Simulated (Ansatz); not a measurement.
# SiGeO4 (built on the sites of a database entry of SiO2): from the cell to its phonons, part 2 of 2

Aim: the phonons of SiGeO4 (built on the sites of a database entry of SiO2) at a cell relaxed beforehand at this level. After the zone centre comes a 2×2×2 q mesh on a 4×4×4 k mesh.

Ansatz 0.2.0; DFT PBEsol, scalar-relativistic, plane waves, PseudoDojo norm-conserving pseudopotentials.

So far. Step 2 (Linear response at the zone centre): Before it was imposed, the acoustic sum rule was missed by 1.4e-4 eV/Å² and the charge sum rule by 8.6e-4 e. Small misses are needed for a sound result but don't prove that mesh and cutoff are converged. The lowest optical mode is imaginary, 124.4i cm⁻¹, so the energy falls along it.

The structure was built from a prototype and need not be the compound's stable phase.

## (3) Response at finite wavevector

Stability and thermal properties need the whole zone. Linear response on a 2×2×2 q mesh gives force constants as far as a supercell of that size would, and the tensors from the zone-centre run are typed in so that the long-range dipole term is interpolated apart.

input.yaml reads:

```yaml
crystal:
  lattice:
    - [0.0, 3.8379174859, 3.8379174859]
    - [3.8379174859, 0.0, 3.8379174859]
    - [3.8379174859, 3.8379174859, 0.0]
  atoms:
    - { symbol: Si, position: [0.0, 0.0, 0.0] }
    - { symbol: Ge, position: [0.25, 0.25, 0.25] }
    - { symbol: O, position: [0.1209006003, 0.1209006003, 0.1209006003] }
    - { symbol: O, position: [0.6372981992, 0.1209006003, 0.1209006003] }
    - { symbol: O, position: [0.1209006003, 0.1209006003, 0.6372981992] }
    - { symbol: O, position: [0.1209006003, 0.6372981992, 0.1209006003] }
kpoints:
  mp_grid: { grid: [4, 4, 4] }
hamiltonian:
  xc: pbesol
  pseudopotentials: { kind: nc, accuracy: standard }
scf:
  occupations: { method: fixed }
output:
  eigenvalues: true
phonons:
  method: dfpt
  qmesh: [2, 2, 2]
  temperatures: { t_max: 1000, t_step: 50 }
  qpath:
    path:
      - [[0.0, 0.0, 0.0], [-0.5, -0.5, 0.0], [-0.375, -0.375, 0.25]]
      - [[-0.375, 0.0, 0.375], [0.0, 0.0, 0.0], [0.0, 0.0, 0.5], [-0.5, -0.25, 0.25], [-0.5, -0.5, 0.0]]
    npoints: 10
  non_analytic_term:
    high_frequency_dielectric_tensor: [[2.1815, 0.0, 0.0], [0.0, 2.1815, 0.0], [0.0, 0.0, 2.1815]]
    born_effective_charges:
      - { species: Si, tensor: [[3.641, 0.0, 0.0], [0.0, 3.641, 0.0], [0.0, 0.0, 3.641]] }
      - { species: Ge, tensor: [[3.5445, 0.0, 0.0], [0.0, 3.5445, 0.0], [0.0, 0.0, 3.5445]] }
      - { species: O, tensor: [[-1.7964, -0.8221, -0.8221], [-0.8221, -1.7964, -0.8221], [-0.8221, -0.8221, -1.7964]] }
      - { species: O, tensor: [[-1.7964, 0.8221, 0.8221], [0.8221, -1.7964, -0.8221], [0.8221, -0.8221, -1.7964]] }
      - { species: O, tensor: [[-1.7964, -0.8221, 0.8221], [-0.8221, -1.7964, 0.8221], [0.8221, 0.8221, -1.7964]] }
      - { species: O, tensor: [[-1.7964, 0.8221, -0.8221], [0.8221, -1.7964, 0.8221], [-0.8221, 0.8221, -1.7964]] }
    source: "zone-centre run at this cell"
```

The run is started by

```
$ ansatz run input.yaml --threads 8 --pin off --max-ram 14336MiB --backend cpu --events-out ev --progress --plain --runs-dir out
```

Numbers of over 12 decimals in the logs are rounded to 6 here.

Output:

```text
Warning: phonons: the dynamical matrix that this run interpolates holds no multipole term above the dipole-dipole one, and a site of this crystal is no centre of inversion, so its interpolated transverse optical and acoustic branches and sound speeds can stay off near Gamma, and the density of states and the thermodynamics with them. What a run solves at a wave vector of phonons.qpoints, Gamma apart, where the deck admits one, is free of this, and under fd what a larger phonons.supercell samples
[...]
Crystal: 6 atoms, lattice volume = 113.062 Å³
Basis set: ecut = 1142.878222 eV, 9841 PW (Γ), exchange–correlation on 120×120×120 points (8 copies of the dense FFT grid, shifted against one another)
Bands: 27, of which v1, the nominal top of the filled ones, is band 21 counted from 1 (20 counted from 0)
Symmetry: 24 space group operations
k-points: 8 of 64 (time reversal used)
[...]
SCF iter   1: F=—  HF=-4343.577025 eV  |F-HF|=—  |Δ(HF+E_count)|=         —  Δρ=9.28e-2  dr2=8.14e0  ethr=3.10e-3  ⟨swp⟩=5.0  Hψ=977  notcnv=0  defer=28
[...]
SCF iter  10: F=-4340.933746 eV  HF=-4340.933746 eV  |F-HF|=2.73e-12  |Δ(HF+E_count)|=  3.00e-11  Δρ=1.02e-7  dr2=3.55e-12  ethr=1.00e-12  ⟨swp⟩=16.2  Hψ=1625  notcnv=0
SCF 1 converged in 10 iterations: F = -4340.933746 eV  dr2 = 3.55e-12
NSCF: frozen V_eff on 8 k-points
[...]
DFPT response loops at q = (0, 0, 0) (fractional): preconditioner auto → none (the input reference at scf.mixing.eps_inf says where Resta's filter doesn't serve); β = 0.50; Broyden in place of MSR1
[...]
SCF converged after 10 iterations
Free energy (F): -4340.933746 eV
[...]
Internal energy: -4340.933746 eV  (E = F + TS)
E sigma→0 (E₀):  -4340.933746 eV
Fermi energy:    0.223977 eV
[...]
--- Band table (eV; the first three rows and the last of 8) ---
  k-point 0: bands = [... 17 lower, -1.3482, 0.2194, 0.2194, 0.2194, 4.5342, 7.3401, 8.5999, 8.5999, ... 2 higher]
  k-point 1: bands = [... 17 lower, -1.3861, -0.1228, -0.1228, 0.2217, 5.2831, 7.7235, 8.9353, 9.1934, ... 2 higher]
  k-point 2: bands = [... 17 lower, -1.4950, -0.4571, -0.4571, 0.2240, 6.0322, 8.1405, 8.8899, 9.9328, ... 2 higher]
  k-point 7: bands = [... 17 lower, -1.1512, -0.6350, -0.4248, -0.3118, 7.0461, 8.6699, 8.8750, 9.1015, ... 2 higher]
--- Phonons (Γ-DFPT): 3 representative perturbations + reference (Σ response iterations 11) ---
  ASR residual: 1.304e-4 → 0.000e0 eV/Å²; symmetrization residual: 1.119e-5 eV/Å²
  ASR residual per site (eV/Å²): 2.92e-5 1.38e-5 1.30e-4 1.30e-4 1.30e-4 1.30e-4
[...]
--- Phonons (arbitrary-q DFPT): 3 irreducible q on the 2×2×2 mesh ---
  q = [0.0000, 0.0000, 0.0000] (star 1, of the zone-centre solve; hermiticity 5.08e-7, symmetrization 4.52e-15): -124.44 -124.44 -124.44 -0.00 0.00 0.00 281.30 281.30 293.45 293.45 293.45 587.26 587.26 587.26 1050.61 1050.61 1050.61 1144.94
  q = [0.0000, 0.0000, -0.5000] (star 4, 5 solved perturbations in 132 linear systems a pass and spin channel, the states on 36 of 64 k-point pairs; hermiticity 1.06e-6, symmetrization 5.46e-7, the responses' own estimated error 4.3e-5 eV/Å²): -124.39 -56.50 -56.50 177.30 177.30 235.51 235.51 274.64 291.91 291.91 302.08 566.34 588.92 588.92 1051.18 1051.18 1138.58 1200.05
[...]
sum rule: each row above includes the acoustic sum rule's correction from the zone centre's row sums; it moved no ω² by more than (1.51 cm⁻¹)²
  mesh force constants: q→R imaginary residual 1.14e-17; ASR residual 1.304e-4 → 0.000e0 eV/Å²; symmetrization residual 2.132e-14 eV/Å²
  interpolated dispersion: 63 rows × 18 modes
  density of states and harmonic sums: on the 14×14×14 q-mesh, interpolated from the force constants of a 2×2×2 supercell (with the dipole–dipole term of supplied tensors)
  largest difference from the sums on the solved wave vectors: F 2.70e-1 eV, S 3.74e-4 and C_V 1.08e-4 eV/K
  zero-point energy: 0.509206 eV/cell   skipped modes (ω ≤ 0): 207, of them read as no rigid motion or as one in doubt: 204 (1.798e0 modes/cell left out, lowest -124.44 cm⁻¹)   left out of the sums: 1.00e-1 of the cell's modes: C_V's classical limit lies that fraction below 3 k_B per atom; for a crystal, a wire or a layer, F and S can be off by more, and a phonons.interpolated_qmesh denser along its periods is the remedy for the sampling
```

The job ended after 38 s (8 threads of AMD EPYC 9R45, shared host; peak memory 2.2 GiB; 4.6 min of CPU time).

This step gave:

* sum-rule residual before enforcement: 1.30e-4 eV/Å²
* lowest frequency on the path: -124.4 cm⁻¹
* highest frequency on the path or at a solved wavevector: 1211 cm⁻¹
* lowest mode on the q mesh (acoustic modes at Γ apart): -124.4 cm⁻¹

Frequencies (cm⁻¹) solved at each irreducible wavevector; negative means imaginary. Frequencies by wavevector, by row:

| q in reciprocal lattice units | star | mode 1 | mode 2 | mode 3 | mode 4 | mode 16 | mode 17 | mode 18 |
| --- | --- | --- | --- | --- | --- | --- | --- | --- |
| 0 0 0 | 1 | -124.4 | -124.4 | -124.4 | 0 | 1051 | 1051 | 1145 |
| 0 0 -0.5 | 4 | -124.4 | -56.5 | -56.5 | 177.3 | 1051 | 1139 | 1200 |
| 0 -0.5 -0.5 | 3 | -83.8 | -83.8 | 150.7 | 204.6 | 1052 | 1142 | 1211 |

Interpolated from a 2×2×2 q mesh, with the LO-TO term (at Γ the limit along the path; where Γ stands inside the path, tables give the limit on arrival). The phonon branches at the labelled points (cm⁻¹):

| point | branch 1 | branch 2 | branch 3 | branch 4 | branch 15 | branch 16 | branch 17 | branch 18 |
| --- | --- | --- | --- | --- | --- | --- | --- | --- |
| Γ | -124 | -124 | -124 | 0 | 1051 | 1051 | 1145 | 1188 |
| X | -84 | -84 | 151 | 205 | 1052 | 1052 | 1142 | 1211 |
| U | -90 | 102 | 130 | 161 | 1052 | 1059 | 1139 | 1202 |
| jump to K | -90 | 102 | 130 | 161 | 1052 | 1059 | 1139 | 1202 |
| Γ | -124 | -124 | -124 | 0 | 1051 | 1051 | 1145 | 1188 |
| L | -124 | -56 | -56 | 177 | 1051 | 1051 | 1139 | 1200 |
| W | 78 | 78 | 108 | 136 | 1054 | 1059 | 1138 | 1200 |
| X | -84 | -84 | 151 | 205 | 1052 | 1052 | 1142 | 1211 |

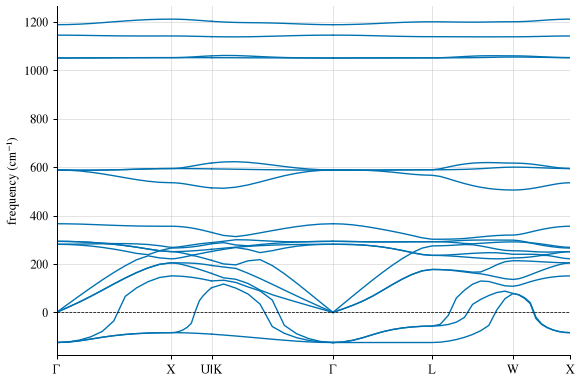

Phonon branches along the path.

The phonon density of states has structure finer than the step of the table below, so its rows give means over 100 cm⁻¹, whole bins alone (the curve runs from -130 to 1210 cm⁻¹). Peaks (cm⁻¹: height): -90.0: 0.0244, 170.0: 0.0306, 290.0: 0.0836, 590.0: 0.0629, 1050.0: 0.0983, 1130.0: 0.0323, 1190.0: 0.0312.

Tetrahedra on a 14×14×14 mesh, mean over bins of 20 cm-1. Interpolated from a 2×2×2 q mesh. The phonon density of states by wavenumber; means over each step:

| wavenumber (cm⁻¹) | phonon density of states (1/cm⁻¹/cell) |
| --- | --- |
| 0 | 0.00706 |
| 100 | 0.0183 |
| 200 | 0.0257 |
| 300 | 0.0433 |
| 400 | 0.00164 |
| 500 | 0.00708 |
| 600 | 0.0229 |
| 700 | 0 |
| 800 | 0 |
| 900 | 0 |
| 1000 | 0.00982 |
| 1100 | 0.0184 |

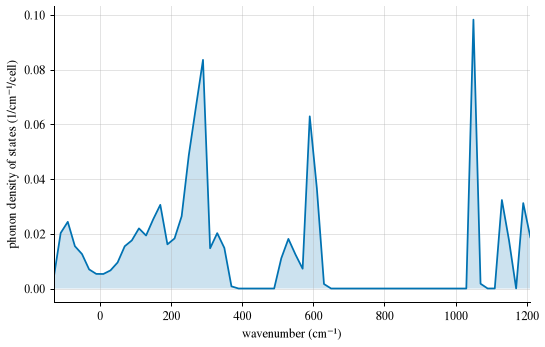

Phonon density of states, plotted against wavenumber.

The partial phonon density of states has structure finer than the step of the table below, so its rows give means over 50 cm⁻¹, whole bins alone (the curve runs from -134 to 1257 cm⁻¹). Peaks (cm⁻¹: height): Ge 171.9: 0.00734, 285.6: 0.0141, 591.9: 0.0141, 1143.2: 0.00171; O -90.7: 0.0216, 171.9: 0.0186, 285.6: 0.0607, 591.9: 0.00738, 1055.7: 0.0595, 1143.2: 0.0352, 1195.8: 0.0286; Si 521.9: 0.0119, 591.9: 0.0338, 1055.7: 0.0143, 1195.8: 0.00703.

Phonopy on the run's constants, 13x13x13 mesh, Gaussian sigma 9.9 cm-1. Interpolated from a 2×2×2 q mesh. Table of partial phonon density of states by wavenumber; means over each step; values in 1/cm⁻¹/cell:

| wavenumber (cm⁻¹) | Ge | O | Si |
| --- | --- | --- | --- |
| -100 | 8.2e-4 | 0.0183 | 3.4e-4 |
| -50 | 0.00145 | 0.0102 | 5.7e-4 |
| 0 | 6.7e-4 | 0.00358 | 2.5e-4 |
| 50 | 0.00221 | 0.00730 | 8.3e-4 |
| 100 | 0.00415 | 0.0140 | 0.00151 |
| 150 | 0.00577 | 0.0161 | 0.00233 |
| 200 | 0.00524 | 0.0141 | 0.00207 |
| 250 | 0.00905 | 0.0365 | 0.00127 |
| 300 | 0.0114 | 0.0351 | 0.00113 |
| 350 | 0.00527 | 0.00657 | 2.7e-4 |
| 400 | 5.1e-5 | 9.7e-5 | 6.9e-7 |
| 450 | 0 | 5.6e-7 | 1.1e-6 |
| 500 | 3.0e-4 | 0.00157 | 0.00455 |
| 550 | 0.00188 | 0.00282 | 0.00912 |
| 600 | 0.00935 | 0.00537 | 0.0228 |
| 650 | 5.4e-4 | 3.8e-4 | 0.00135 |
| 700 | 0 | 0 | 0 |
| 750 | 0 | 0 | 0 |
| 800 | 0 | 0 | 0 |
| 850 | 0 | 0 | 0 |
| 900 | 0 | 0 | 0 |
| 950 | 0 | 0 | 0 |
| 1000 | 6.0e-6 | 2.1e-4 | 5.0e-5 |
| 1050 | 8.5e-4 | 0.0303 | 0.00731 |
| 1100 | 1.1e-4 | 0.00269 | 2.4e-4 |
| 1150 | 8.4e-4 | 0.0176 | 1.6e-4 |
| 1200 | 6.8e-5 | 0.0155 | 0.00380 |

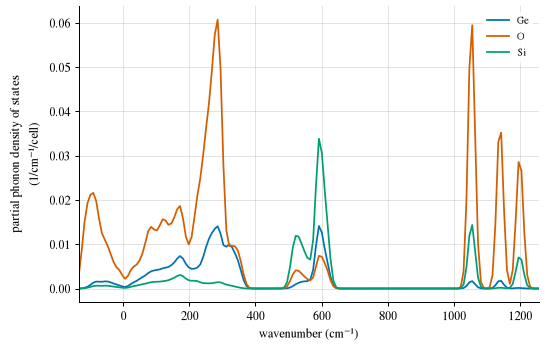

Partial phonon density of states against wavenumber.

Symmetry leaves 3 wavevectors to solve. The lowest mode among them, the acoustic zeros apart, lies at Γ and is imaginary, 124.4i cm⁻¹, so the energy falls along it.

## (4) Another isotope, element Ge, natural mass 72.63 amu

An isotope changes the mass and not the force constants, so no new electronic calculation is needed; the shifts show which modes move this element.

The same force constants with the mass of Ge changed from 72.630 to 75.921 u (phonopy, no LO-TO term). Both lists are sorted by frequency; levels can cross, so a row need not hold one and the same mode. Modes under 3 cm⁻¹ are left out. Isotope shifts, by row, the first 40 of 51 rows:

| q | rank | natural mass (cm⁻¹) | changed mass (cm⁻¹) |
| --- | --- | --- | --- |
| 0 0 0 | 1 | -124.4 | -124.4 |
| 0 0 0 | 2 | -124.4 | -124.4 |
| 0 0 0 | 3 | -124.4 | -124.4 |
| 0 0 0 | 7 | 281.3 | 281.3 |
| 0 0 0 | 8 | 281.3 | 281.3 |
| 0 0 0 | 9 | 293.4 | 291.8 |
| 0 0 0 | 10 | 293.4 | 291.8 |
| 0 0 0 | 11 | 293.4 | 291.8 |
| 0 0 0 | 12 | 587.3 | 583.8 |
| 0 0 0 | 13 | 587.3 | 583.8 |
| 0 0 0 | 14 | 587.3 | 583.8 |
| 0 0 0 | 15 | 1051 | 1050 |
| 0 0 0 | 16 | 1051 | 1050 |
| 0 0 0 | 17 | 1051 | 1050 |
| 0 0 0 | 18 | 1145 | 1145 |
| 0 0 -0.5 | 1 | -124.4 | -124.4 |
| 0 0 -0.5 | 2 | -56.5 | -56.19 |
| 0 0 -0.5 | 3 | -56.5 | -56.19 |
| 0 0 -0.5 | 4 | 177.3 | 176.7 |
| 0 0 -0.5 | 5 | 177.3 | 176.7 |
| 0 0 -0.5 | 6 | 235.5 | 234.7 |
| 0 0 -0.5 | 7 | 235.5 | 234.7 |
| 0 0 -0.5 | 8 | 274.6 | 273 |
| 0 0 -0.5 | 9 | 291.9 | 290.9 |
| 0 0 -0.5 | 10 | 291.9 | 290.9 |
| 0 0 -0.5 | 11 | 302.1 | 298.2 |
| 0 0 -0.5 | 12 | 566.3 | 565.1 |
| 0 0 -0.5 | 13 | 588.9 | 585.6 |
| 0 0 -0.5 | 14 | 588.9 | 585.6 |
| 0 0 -0.5 | 15 | 1051 | 1051 |
| 0 0 -0.5 | 16 | 1051 | 1051 |
| 0 0 -0.5 | 17 | 1139 | 1137 |
| 0 0 -0.5 | 18 | 1200 | 1200 |
| 0 -0.5 -0.5 | 1 | -83.75 | -83.51 |
| 0 -0.5 -0.5 | 2 | -83.75 | -83.51 |
| 0 -0.5 -0.5 | 3 | 150.7 | 150.7 |
| 0 -0.5 -0.5 | 4 | 204.6 | 202.9 |
| 0 -0.5 -0.5 | 5 | 204.6 | 202.9 |
| 0 -0.5 -0.5 | 6 | 221.2 | 221.2 |
| 0 -0.5 -0.5 | 7 | 250.9 | 249.6 |

A mode of this element alone would shift by -2.19 %. The highest zone-centre frequency without the field goes from 1144.9 to 1144.9 cm⁻¹ (+0.0 %).

## (5) Another isotope, element O, natural mass 15.999 amu

The same for O, from 16.00 to 18.00 u.

The same force constants with the mass of O changed from 15.999 to 17.999 u (phonopy, no LO-TO term). Both lists are sorted by frequency; levels can cross, so a row need not hold one and the same mode. Modes under 3 cm⁻¹ are left out. Isotope shifts, by row, the first 40 of 51 rows:

| q | rank | natural mass (cm⁻¹) | changed mass (cm⁻¹) |
| --- | --- | --- | --- |
| 0 0 0 | 1 | -124.4 | -117.3 |
| 0 0 0 | 2 | -124.4 | -117.3 |
| 0 0 0 | 3 | -124.4 | -117.3 |
| 0 0 0 | 7 | 281.3 | 265.2 |
| 0 0 0 | 8 | 281.3 | 265.2 |
| 0 0 0 | 9 | 293.4 | 281.4 |
| 0 0 0 | 10 | 293.4 | 281.4 |
| 0 0 0 | 11 | 293.4 | 281.4 |
| 0 0 0 | 12 | 587.3 | 583.3 |
| 0 0 0 | 13 | 587.3 | 583.3 |
| 0 0 0 | 14 | 587.3 | 583.3 |
| 0 0 0 | 15 | 1051 | 1004 |
| 0 0 0 | 16 | 1051 | 1004 |
| 0 0 0 | 17 | 1051 | 1004 |
| 0 0 0 | 18 | 1145 | 1079 |
| 0 0 -0.5 | 1 | -124.4 | -117.3 |
| 0 0 -0.5 | 2 | -56.5 | -54.33 |
| 0 0 -0.5 | 3 | -56.5 | -54.33 |
| 0 0 -0.5 | 4 | 177.3 | 169.5 |
| 0 0 -0.5 | 5 | 177.3 | 169.5 |
| 0 0 -0.5 | 6 | 235.5 | 224 |
| 0 0 -0.5 | 7 | 235.5 | 224 |
| 0 0 -0.5 | 8 | 274.6 | 262 |
| 0 0 -0.5 | 9 | 291.9 | 278.2 |
| 0 0 -0.5 | 10 | 291.9 | 278.2 |
| 0 0 -0.5 | 11 | 302.1 | 298.6 |
| 0 0 -0.5 | 12 | 566.3 | 557.3 |
| 0 0 -0.5 | 13 | 588.9 | 584.5 |
| 0 0 -0.5 | 14 | 588.9 | 584.5 |
| 0 0 -0.5 | 15 | 1051 | 1004 |
| 0 0 -0.5 | 16 | 1051 | 1004 |
| 0 0 -0.5 | 17 | 1139 | 1077 |
| 0 0 -0.5 | 18 | 1200 | 1146 |
| 0 -0.5 -0.5 | 1 | -83.75 | -79.77 |
| 0 -0.5 -0.5 | 2 | -83.75 | -79.77 |
| 0 -0.5 -0.5 | 3 | 150.7 | 142.1 |
| 0 -0.5 -0.5 | 4 | 204.6 | 198.6 |
| 0 -0.5 -0.5 | 5 | 204.6 | 198.6 |
| 0 -0.5 -0.5 | 6 | 221.2 | 208.6 |
| 0 -0.5 -0.5 | 7 | 250.9 | 240.2 |

A mode of this element alone would shift by -5.72 %. The highest zone-centre frequency without the field goes from 1144.9 to 1079.5 cm⁻¹ (-5.7 %).

## (6) Another isotope, element Si, natural mass 28.085 amu

The same for Si, from 28.09 to 29.97 u.

The same force constants with the mass of Si changed from 28.085 to 29.974 u (phonopy, no LO-TO term). Both lists are sorted by frequency; levels can cross, so a row need not hold one and the same mode. Modes under 3 cm⁻¹ are left out. Isotope shifts, by row, the first 40 of 51 rows:

| q | rank | natural mass (cm⁻¹) | changed mass (cm⁻¹) |
| --- | --- | --- | --- |
| 0 0 0 | 1 | -124.4 | -124.4 |
| 0 0 0 | 2 | -124.4 | -124.4 |
| 0 0 0 | 3 | -124.4 | -124.4 |
| 0 0 0 | 7 | 281.3 | 281.3 |
| 0 0 0 | 8 | 281.3 | 281.3 |
| 0 0 0 | 9 | 293.4 | 293.3 |
| 0 0 0 | 10 | 293.4 | 293.3 |
| 0 0 0 | 11 | 293.4 | 293.3 |
| 0 0 0 | 12 | 587.3 | 575.5 |
| 0 0 0 | 13 | 587.3 | 575.5 |
| 0 0 0 | 14 | 587.3 | 575.5 |
| 0 0 0 | 15 | 1051 | 1044 |
| 0 0 0 | 16 | 1051 | 1044 |
| 0 0 0 | 17 | 1051 | 1044 |
| 0 0 0 | 18 | 1145 | 1145 |
| 0 0 -0.5 | 1 | -124.4 | -124.4 |
| 0 0 -0.5 | 2 | -56.5 | -56.32 |
| 0 0 -0.5 | 3 | -56.5 | -56.32 |
| 0 0 -0.5 | 4 | 177.3 | 176.8 |
| 0 0 -0.5 | 5 | 177.3 | 176.8 |
| 0 0 -0.5 | 6 | 235.5 | 235.5 |
| 0 0 -0.5 | 7 | 235.5 | 235.5 |
| 0 0 -0.5 | 8 | 274.6 | 274.4 |
| 0 0 -0.5 | 9 | 291.9 | 291.8 |
| 0 0 -0.5 | 10 | 291.9 | 291.8 |
| 0 0 -0.5 | 11 | 302.1 | 300.6 |
| 0 0 -0.5 | 12 | 566.3 | 554.9 |
| 0 0 -0.5 | 13 | 588.9 | 577.2 |
| 0 0 -0.5 | 14 | 588.9 | 577.2 |
| 0 0 -0.5 | 15 | 1051 | 1045 |
| 0 0 -0.5 | 16 | 1051 | 1045 |
| 0 0 -0.5 | 17 | 1139 | 1138 |
| 0 0 -0.5 | 18 | 1200 | 1193 |
| 0 -0.5 -0.5 | 1 | -83.75 | -83.61 |
| 0 -0.5 -0.5 | 2 | -83.75 | -83.61 |
| 0 -0.5 -0.5 | 3 | 150.7 | 150.7 |
| 0 -0.5 -0.5 | 4 | 204.6 | 203.6 |
| 0 -0.5 -0.5 | 5 | 204.6 | 203.6 |
| 0 -0.5 -0.5 | 6 | 221.2 | 221.2 |
| 0 -0.5 -0.5 | 7 | 250.9 | 250.9 |

A mode of this element alone would shift by -3.20 %. The highest zone-centre frequency without the field goes from 1144.9 to 1144.9 cm⁻¹ (+0.0 %).

## (7) What came out

```json
{"space group (within 0.01 Å)": "F-43m", "volume per atom": "18.8 Å³", "gap on the k-mesh": "4.31 eV", "highest optical mode at the zone centre (no LO-TO term)": "1145 cm⁻¹", "top of the zone-centre spectrum with the field": "1188 cm⁻¹", "lowest optical zone-centre mode": "-124 cm⁻¹", "mean high-frequency dielectric constant": "2.18", "largest Born charge (third of the trace)": "3.64 e", "lowest mode on the q mesh (acoustic modes at Γ apart)": "-124 cm⁻¹", "highest frequency on the path or at a solved wavevector": "1211 cm⁻¹", "imaginary modes on the 2×2×2 q mesh": "yes"}
```

**Reading.** Modes are clearly imaginary (beyond 10i cm⁻¹) at 3 of the 3 irreducible wavevectors, most at Γ (124.4i cm⁻¹), so this structure is not a minimum of the energy. Without the field, the optical modes at Γ span -124 to 1145 cm⁻¹ (negative means imaginary). The highest mode in this list at Γ, 1144.9 cm⁻¹, is mostly motion of O (100 % of the kinetic energy). With the macroscopic field of the longitudinal modes the top of the zone-centre spectrum lies at 1188 cm⁻¹, against 1145 cm⁻¹ without it. Among the real modes, the strongest infrared line is at 1051 cm⁻¹. Averaged over orientations, the strongest Raman line at 532 nm and 300 K is at 587 cm⁻¹, among the modes without the field; their longitudinal partners can be Raman active too. The program warns that the interpolation holds no quadrupole term, so branches close to Γ can be off in this crystal. The starting cell was built on a prototype and not taken from a measurement, so the phase need not exist. These are harmonic frequencies at zero temperature: anharmonic shifts, linewidths and thermal expansion are left out.

[Logs are printed without paths, hosts, clocks, repeated set-up lines and the standing remarks that a program may print on its own settings, such as how far it seeks lower states.]

[Hosts, paths, dates, database ids (printed as entryN), source tags and the programs' standing remarks are cut or masked in the printed files.]
